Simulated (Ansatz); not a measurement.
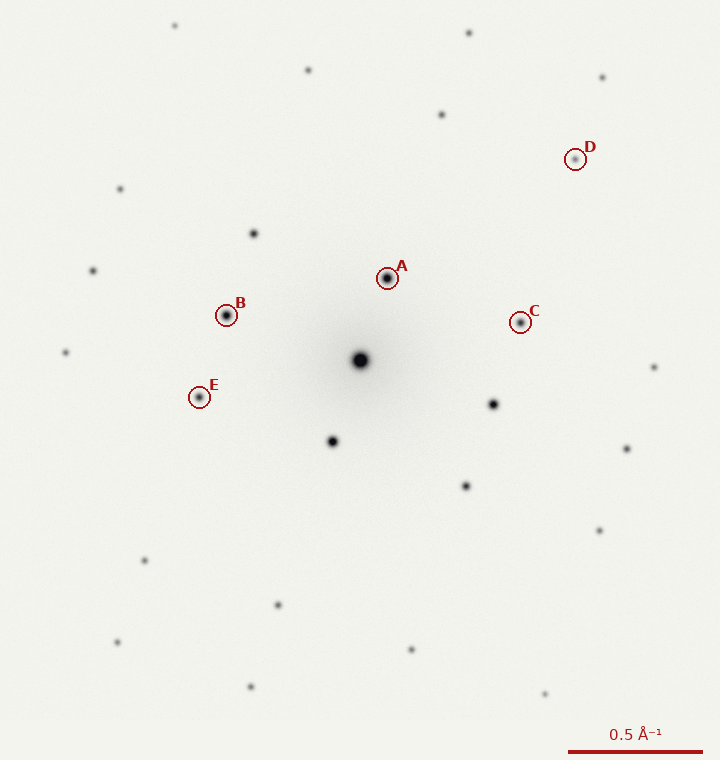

The pattern is a kinematic simulation for 300 kV electrons (no multiple scattering; isotropic B = 0.5 Å²). The zone axis points towards the electron source and the pattern is seen from the source side.

Ti, space group Fd-3m (No. 227), a = 5.361 Å. Structure: coordinates from a relaxation with DFT, LDA (PW92), plane waves (420 eV) with PAW, scalar-relativistic in Ansatz 0.2.0; the starting structure was generated, so it need not be a known form of this composition.

```
Ti
1.0
     5.36087    0.00000    0.00000
     0.00000    5.36087    0.00000
     0.00000    0.00000    5.36087
Ti
8
Cartesian
  4.0207 4.0207 4.0207
  0.0000 2.6804 0.0000
  4.0207 1.3402 1.3402
  0.0000 0.0000 2.6804
  1.3402 4.0207 1.3402
  2.6804 2.6804 2.6804
  1.3402 1.3402 4.0207
  2.6804 0.0000 0.0000
```

Spot A is indexed -1 1 1 and spot B 0 -2 2.

> What are the indices of the remaining marked spots?

C = A − B = -1 3 -1 (d = 1.616 Å). D = 3A − B = -3 5 1 (d = 0.906 Å). E = −A + B = 1 -3 1 (d = 1.616 Å).

> Find the zone axis.

The cross product of A and B is parallel to [211]; every spot obeys hu + kv + lw = 0.

> What are the spacings of A and B and the angle between them?

d(A) = 3.095 Å, d(B) = 1.895 Å, and the angle is 90.0°.
